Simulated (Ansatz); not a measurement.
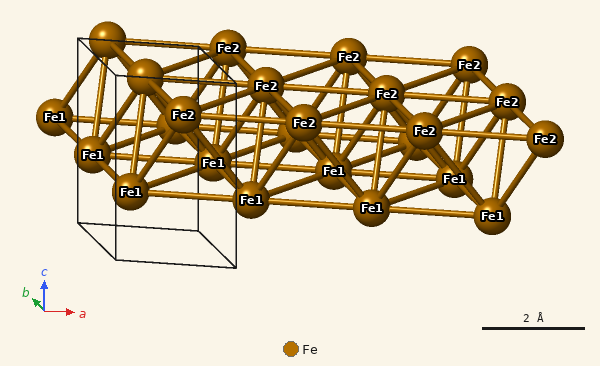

This is crystalline Fe (set up in P6_3/mmc). Style: ball-and-stick. Shown: the cell of the calculation, repeated 4 × 3 × 1 with one cell outlined, slightly off an axis.

The calculation used DFT, PBE, PAW with Ansatz's default frozen-core files, scalar-relativistic in Ansatz 0.2.0. Settings: plane-wave cutoff 420 eV; k-point mesh 17 × 17 × 10; occupations fermi dirac; smearing width 0.08 eV; no spin polarisation.

Now this is done to it. The cell is strained by −3.0 % along c and none across it (volume −3.0 %), the atoms keeping their fractional coordinates. No relaxation follows.

Input
```yaml
crystal:
  lattice:
    - [2.4341575853, 0.0, 0.0]
    - [-1.2170787927, 2.1080423057, 0.0]
    - [0.0, 0.0, 3.7266764359]
  atoms:
    - { symbol: Fe, position: [0.3333333333, 0.6666666667, 0.25] }
    - { symbol: Fe, position: [0.6666666667, 0.3333333333, 0.75] }
kpoints:
  mp_grid: { grid: [17, 17, 10] }
scf:
  occupations: { method: fermi_dirac, width: 0.08 }
hamiltonian:
  xc: pbe
  pseudopotentials: { kind: paw }
output:
  forces: true
  stress: true
  eigenvalues: true
  efg: { contact_densities: true }
  write_density: true
  write_potential: true
  elf: true
  volumetric_format: npy
```

Command:
```bash
ansatz run input.yaml --threads 1 --pin off --max-ram 3072MiB --backend cpu --events-out ev --progress --plain --runs-dir out
```

> What does the calculation give for the changed structure?

Some distances before and after: Fe–Fe 2.380 → 2.334 Å. The space group stays P6_3/mmc (No. 194). The energy rises by 41.7 meV per atom. Pressure: 10.9 GPa before, 22.6 GPa after. The principal stresses (compression positive) are 34.8 GPa along c and 16.5 GPa across it. All forces vanish by symmetry.

Drawn alike, the variant:

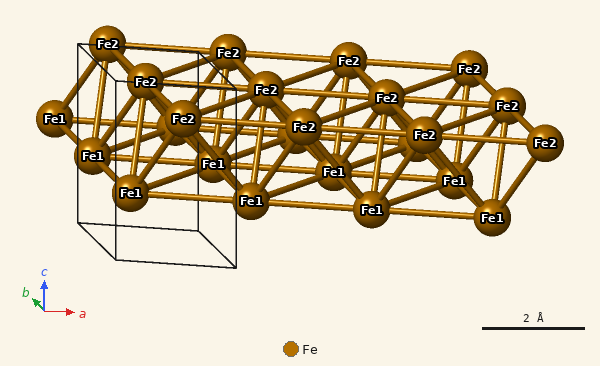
